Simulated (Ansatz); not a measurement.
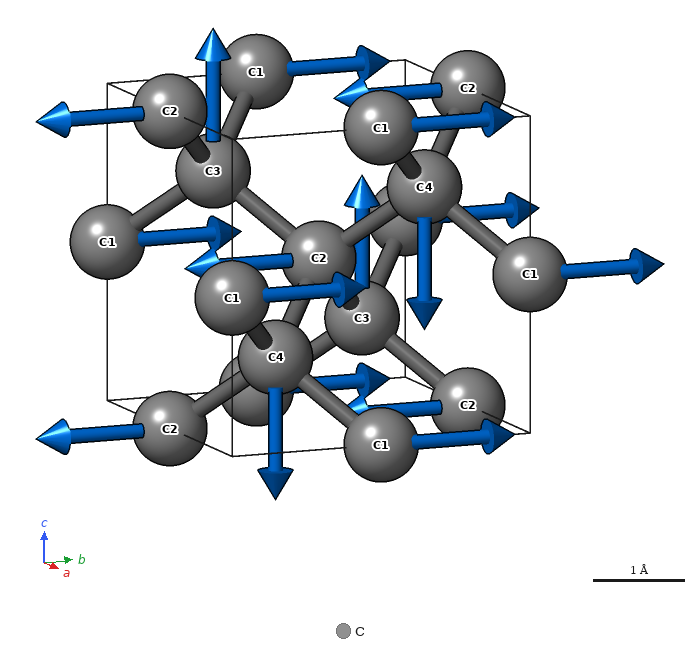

The lowest mode of crystalline C, space group Fd-3m (No. 227), at the zone centre of a doubled cell. The blue arrows give the relative displacements of the atoms. The picture is a ball-and-stick view of the conventional cell (2 times the calculation's cell), seen slightly off an axis. Lengths and directions refer to the drawn axes.

These are results of DFT r2SCAN, scalar-relativistic, plane waves, PAW (Ansatz 0.2.0), not measurements. Set-up: plane-wave cutoff 500 eV; k-point mesh 10 × 10 × 6; occupations gaussian; smearing width 0.05 eV; no spin polarisation.

Frequencies are those without the non-analytic (LO–TO) term.

### Is the structure stable against all modes at this point?

Yes: this softest mode has a real frequency, and so have all others here. That speaks for this wave vector alone: the rest of the zone wasn't checked in this run. This is a doubly degenerate mode (one member of the set is drawn) at 24.0 THz, the lowest level (the three translations aside). Atoms of one kind move against one another, with no net shift of their sublattice; the C–C bond lengths don't change to first order, so for these it is a bending, tilting or sliding motion. It changes sign from one half of the doubled cell to the other: it belongs to the zone boundary, q = (0, 1/2, 1/2) in the reciprocal vectors of the undoubled cell.
